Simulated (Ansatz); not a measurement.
# Exchange couplings and the lowest collinear order of MnF2 (Pbcn) with PBEsol and U = 4 eV on Mn

A common rule of thumb says that the closest magnetic neighbours have the strongest exchange coupling and so decide the magnetic order. MnF2 in the Pbcn structure puts it to the test, with Mn neighbours at 3.34, 3.76 and 3.81 Å.

Problem: find the lowest of the collinear orders listed, and decide whether couplings over these three shells account for the energies. The couplings matter in practice because they set how far an antiferromagnet can be warmed before its order is lost, and hence whether it can serve in a magnetic device. Energies are per Mn atom and are measured from the parallel order, at fixed atomic positions; a negative value means more stable than parallel.

## Method

One system, MnF2 (Pbcn), 12 atom(s) a primitive cell, from cells of the Materials Project database (relaxed there by DFT). Ansatz 0.2.0, plane waves with default PAW datasets, cutoff 420 eV, Fermi-Dirac smearing of 0.05 eV, k meshes whose coarsest spacing along a reciprocal vector is 0.29 1/Å over all runs (2π included). Functional: PBEsol with Hubbard U (eV) Mn 4; collinear spins, no spin-orbit coupling. Atoms are fixed. Each order is started from typed moments on Mn and from d occupation matrices taken from the lowest run, in the primitive cell and on the same 6x4x4 mesh; only runs that kept their pattern of signs are listed. Runs that did not converge or carry a known fault are not listed. Finished runs of the same series that are left out: the start antiferro +--+, which repeats a listed case or did not pass the checks for like settings and one steady state; the start antiferro ++--, which repeats a listed case or did not pass the checks for like settings and one steady state. The same in all rows: metal or insulator in the row's run, judged by its smearing entropy or density of states at the Fermi energy (a gap under a few smearing widths counts as a metal): insulator.

Notes on method and selection:

- In a Heisenberg model with E = -sum over ordered pairs of J e_i.e_j, the energy per magnetic atom is E0 less the sum over shells of J times the listed sum; further shells and changes of moment size are outside it.
- Each state is what a run reaches from typed starting moments; only a few collinear orders were started, so the lowest found need not be the ground state. Spin-orbit coupling is left out of these energies, which are free energies at the smearing width. A magnetic atom is one that was given a starting moment.
- Site moments count the spin inside each program's own atomic sphere, so they depend somewhat on its radius and leave out the spin between the spheres.
- Under the Hubbard U each order starts from the d occupation matrices of the lowest run (for some runs, the lowest so far); other orbital states were not searched in these runs.
- Ansatz's own search for a lower self-consistent state was switched off in these runs, so a run may rest in a state that is not the lowest for its pattern of moments.
- The shell on the horizontal axis is the one of the three whose sum correlates best with the energies.
- Runs that did not converge, have known faults or may not be shown are not listed, and runs on Ansatz's PAW sets soft_1 and soft_2 are kept to separate tables.

Columns:

- shell at 3.76 Å: sum of e_i.e_j over the 4 Mn neighbours at 3.76 Å, mean over magnetic atoms (+1 parallel, -1 opposed).
- shell at 3.34 Å: sum of e_i.e_j over the 2 Mn neighbours at 3.34 Å, mean over magnetic atoms (+1 parallel, -1 opposed).
- shell at 3.81 Å: sum of e_i.e_j over the 4 Mn neighbours at 3.81 Å, mean over magnetic atoms (+1 parallel, -1 opposed).
- moment (μB): largest site spin moment.
- net moment (μB): size of the net spin moment per magnetic atom.
- energy (meV): energy less that of the parallel order, per magnetic atom.

Input lines of one member:

```
magnetization:
  spin_polarized: true
kpoints:
  mp_grid: { grid: [6, 4, 4] }
hamiltonian:
  xc: pbesol
  hubbard:
    occupation_matrices:
      a0_more:
        matrix:
          - [0.9976, 0.0009, 0.0, -0.0001, 0.0]
          - [0.0009, 0.9963, 0.0, 0.0003, 0.0]
          - [0.0, 0.0, 0.997, 0.0, -0.0013]
          - [-0.0001, 0.0003, 0.0, 0.998, 0.0]
          - [0.0, 0.0, -0.0013, 0.0, 0.9963]
      a0_less:
        matrix:
          - [0.038, -0.0212, 0.0, 0.0058, 0.0]
          - [-0.0212, 0.0597, 0.0, -0.0076, 0.0]
          - [0.0, 0.0, 0.0441, 0.0, 0.0248]
          - [0.0058, -0.0076, 0.0, 0.0272, 0.0]
          - [0.0, 0.0, 0.0248, 0.0, 0.0581]
      a1_more:
        matrix:
          - [0.9976, -0.0009, 0.0, -0.0001, 0.0]
          - [-0.0009, 0.9963, 0.0, -0.0003, 0.0]
          - [0.0, 0.0, 0.997, 0.0, 0.0013]
          - [-0.0001, -0.0003, 0.0, 0.998, 0.0]
          - [0.0, 0.0, 0.0013, 0.0, 0.9963]
      a1_less:
        matrix:
          - [0.038, 0.0212, 0.0, 0.0058, 0.0]
```

Command (options for logging and memory left out): `ansatz run input.yaml`

## Table of results

| member | shell at 3.76 Å | shell at 3.34 Å | shell at 3.81 Å | moment (μB) | net moment (μB) | energy (meV) |
| --- | --- | --- | --- | --- | --- | --- |
| opposed +-+- | −4 | 2 | −4 | 4.19 | 0.0 | −18.24 |
| opposed +--+ | −4 | −2 | 4 | 4.19 | 0.0 | −10.32 |
| partly opposed +++- | 0 | 0 | 0 | 4.20 | 2.5 | ? |
| opposed ++-- | 4 | −2 | −4 | 4.20 | 0.0 | −9.01 |
| parallel ++++ | 4 | 2 | 4 | 4.20 | 5.0 | 0.00 |

Cells marked ? are withheld until the estimate has been made.

energy (meV) against shell at 3.76 Å, members shown (numbers count the rows of the first table from the top):

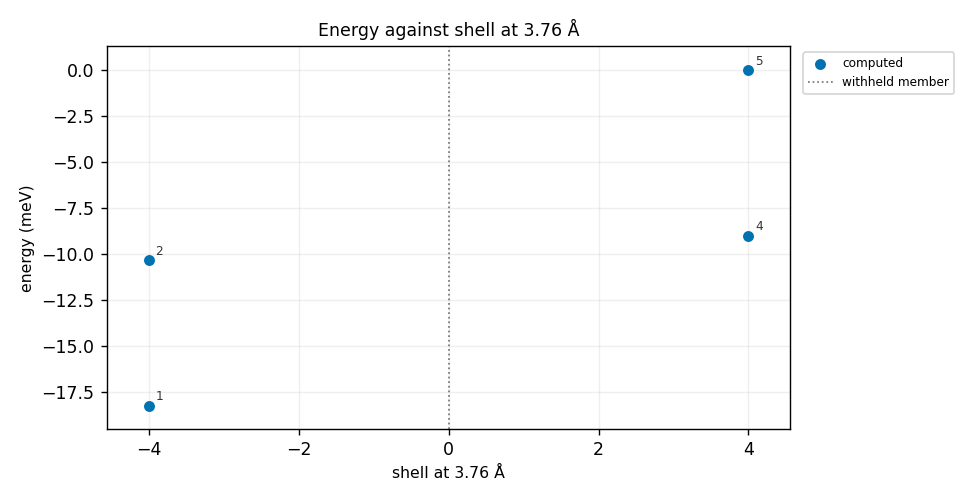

## Reading the trend

Solution, first part. Among the orders with a printed energy, +-+- is lowest at −18.24 meV. It lies 18.24 − 10.32 = 7.92 meV below the next, +--+.

Each coupling follows from comparing the two rows in which a shell is parallel with the two in which it is opposed; the other two shells then cancel. With the energy written as E0 − ΣJS, where S is the listed sum, a negative J favours opposed spins:

- 3.76 Å: the mean energy is (−9.01 + 0.00) / 2 = −4.505 meV when parallel and (−18.24 − 10.32) / 2 = −14.28 meV when opposed, so J = −(14.28 − 4.505) / 8 = −1.22 meV.
- 3.81 Å: the mean energy is (−10.32 + 0.00) / 2 = −5.16 meV when parallel and (−18.24 − 9.01) / 2 = −13.625 meV when opposed, so J = −(13.625 − 5.16) / 8 = −1.06 meV.
- 3.34 Å: the mean energy is (−18.24 + 0.00) / 2 = −9.12 meV when parallel and (−10.32 − 9.01) / 2 = −9.665 meV when opposed, so J = −(9.665 − 9.12) / 4 = −0.14 meV.

The rule of thumb fails here: of the three fitted couplings, the one assigned to the closest pairs is the weakest. Superexchange through fluorine offers a reason. Mn²⁺ has a half-filled d shell, so an electron can hop virtually to a neighbour only if the spins are opposed, which lowers the energy of that arrangement. In this structure type the longer contacts join octahedra that share corners, with a wide Mn–F–Mn angle that lets one fluorine p orbital serve both metals. The short contact joins octahedra that share an edge. Its angle is nearer 90°, where this path is weak and ferromagnetic contributions offset part of it.

All three couplings favour opposed spins, but they cannot all be satisfied. If one Mn is opposed to its partners in two shells, those partners are parallel to each other, and the third shell is parallel too. The lowest order gives up the 3.34 Å shell, where the cost is least.

These four energies fix E0 and three couplings exactly, so their perfect reproduction is no test of the model.

## Prediction

Plain estimates from the members shown:

- partly opposed +++-, mean of the 4 members shown: −9.39 meV, standard deviation 6.5

Solution, second part. The order +++- supplies the missing test, because it adds an energy without adding a constant. All three of its neighbour sums are zero, so the model leaves only E0:

E0 = (−18.24 − 10.32 − 9.01 + 0.00) / 4 = −9.39 meV.

The plain mean is therefore the model's own prediction. The standard deviation of 6.5 meV printed with it measures how strongly the couplings separate the four orders, and is not the error of this estimate.

More distant shells do not shift the result. The four Mn sites are equivalent by symmetry, so reversing one of them makes the parallel and opposed pairs between different sites cancel at every distance, while pairs between repeats of the same site stay parallel in all five orders. A departure must come from outside the pair model, through four-spin terms or a change in the size of the moments.

The moments give a scale for it. They are printed as 4.19 or 4.20 μB, so with rounding they differ by at most 0.02 μB. If exchange energy goes as the moment squared, the corresponding change is 2 × 0.02 / 4.20 × 9.39 = 0.09 meV. Its sign is not fixed by the columns, so no shift is applied. This size is taken as the error, since a fit with no residuals has no scatter to supply one.

**Committed estimate, partly opposed +++-: energy = −9.39 ± 0.09 meV.**

## Result

| member | shell at 3.76 Å | shell at 3.34 Å | shell at 3.81 Å | moment (μB) | net moment (μB) | energy (meV) |
| --- | --- | --- | --- | --- | --- | --- |
| partly opposed +++- | 0 | 0 | 0 | 4.20 | 2.5 | −9.39 |

| member | estimate | energy (meV) | computed | estimate − computed | miss in error bars |
| --- | --- | --- | --- | --- | --- |
| partly opposed +++- | committed | −9.39 | −9.39 | 0.00 | 0.0 |
| partly opposed +++- | mean | −9.39 | −9.39 | 0.00 |  |

energy (meV) against shell at 3.76 Å (numbers count the rows of the first table from the top):

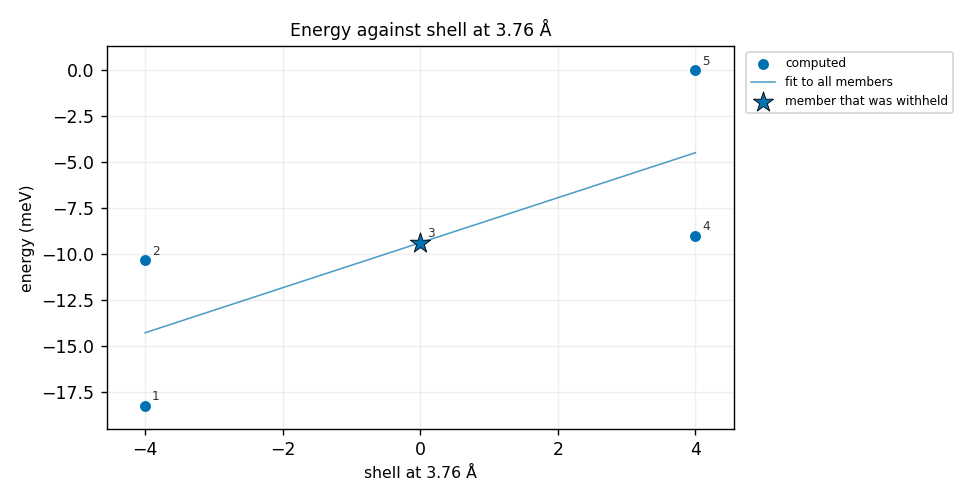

The computed energy of +++- is −9.39 meV per Mn atom, equal to the estimate at the printed precision and well inside the error of 0.09 meV. The plain mean does equally well, being the same number.

The argument that held is the cancellation of pair terms when one of four equivalent spins is reversed. The allowance for changing moments was too generous. A four-spin term would also have shown here, because the product of the four signs is −1 in +++- and +1 in the other four orders. Barring a chance cancellation, any such contribution is at most about 0.01 meV, so a pair model describes these collinear orders to that accuracy. Biquadratic terms, which are the same for all collinear orders, are not tested.

The agreement does not show that three shells are enough. More distant pairs between different Mn sites cancel in +++- as well, and in the other orders they are absorbed into the three fitted couplings. Each coupling is therefore an effective value, and the weak one assigned to 3.34 Å may include a part from farther neighbours.

## Residuals

Against a straight line fitted to all five energies in the 3.76 Å shell alone, four of the five orders miss by about 4 meV or more. The parallel order lies about 4.5 meV above the line and ++-- about as far below it; +--+ is about 4 meV above and +-+- about 4 meV below. Only +++- falls on it.

The omitted shells explain both signs and sizes. The 3.81 Å shell raises an order by 4 × 1.06 = 4.24 meV when its spins are parallel and lowers it by as much when they are opposed. The 3.34 Å shell adds or removes 2 × 0.14 = 0.28 meV in the same sense. The two contributions add in ++++ and ++--, and partly cancel in the other two antiparallel orders.

These misses therefore belong to the one-shell line, which predicts a left-out order hardly better than the mean of the others does (root-mean-square miss, leaving out each of the five in turn: 6.9 against 7.2 meV). With all three couplings no order stands out.

## What to take away

At this level +-+- is the lowest collinear order that fits in the primitive cell: with four equivalent Mn sites, the five rows cover every distinct sign pattern. An order with a longer period could still be lower, and its energy cannot be estimated from these couplings, because it also reverses pairs between repeats of the same site.

The energies give a rough ordering temperature. In mean-field theory for classical spins, kT = ⅔ × (energy of +++- less that of +-+-), with those same-site pairs neglected. This gives 2 × (18.24 − 9.39) / 3 = 5.90 meV. With k = 0.0862 meV/K the temperature is 5.90 / 0.0862 = 68 K. Mean-field theory leaves out fluctuations, which lower the result, while treating the spins as quantum would raise it.

The choice of U matters most: superexchange weakens as U grows, so a change of a few eV could rescale the energies strongly, above all towards small U. Spin-orbit coupling should be far smaller for a half-filled d shell.

[Logs are printed without paths, hosts, clocks, repeated set-up lines and the standing remarks that a program may print on its own settings, such as how far it seeks lower states.]
